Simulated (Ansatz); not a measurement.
Input structure:

Space group Cmm2 (No. 35). a = 6.318 Å, b = 6.318 Å, c = 11.935 Å, α = 90.00°, β = 90.00°, γ = 90.00°
```
atom  site  symmetry       x       y       z
  Al    2a       mm2  0.0000  0.0000  0.6092
  Al    2a       mm2  0.0000  0.0000  0.2349
  Ga    4c       ..2  0.7500  0.7500  0.0477
  Ga    4c       ..2  0.7500  0.7500  0.4220
  Ga    2b       mm2  0.5000  0.0000  0.6092
  Ga    2b       mm2  0.5000  0.0000  0.2349
   N    4d       .m.  0.2450  0.0000  0.1432
   N    4d       .m.  0.2450  0.0000  0.5175
   N    4e       m..  0.5000  0.7450  0.7009
   N    4e       m..  0.5000  0.7450  0.3266
```

### Work out the structure from the coordinates.

The formula is AlGa₃N₄. Space group: Cmm2 (No. 35). Lattice: base-centred orthorhombic. The cell has 32 atoms, namely 4 Al, 12 Ga, 16 N. The polyhedra are AlN4 tetrahedra; they share no atoms with one another. The Al atoms are each bonded to four N in a tetrahedral arrangement at 1.90 Å. Counting contacts within bonding distance, the coordination numbers are Ga 2 to 4 (mean 3.3) and N 2 to 4 (mean 3.5). The bonds build AlGa3N4 layers parallel to (001).

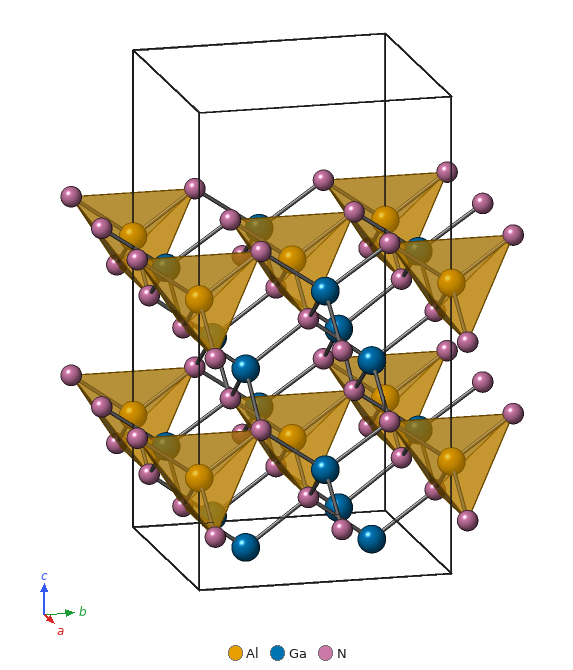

Polyhedral drawing of the structure, looking slightly off an axis. The wireframe shows the conventional unit cell. Some atoms of the next cells are drawn as well. Colours: aluminium orange, gallium blue, nitrogen pink.

The cell started as a structure listed in the Materials Project. The cell was then strained or its atoms displaced on purpose. It went into a calculation with Ansatz.

At this level of theory the run's own cell isn't at rest (forces up to 2.1 eV/Å), so its distances can differ from those at equilibrium, the more so the softer the solid.
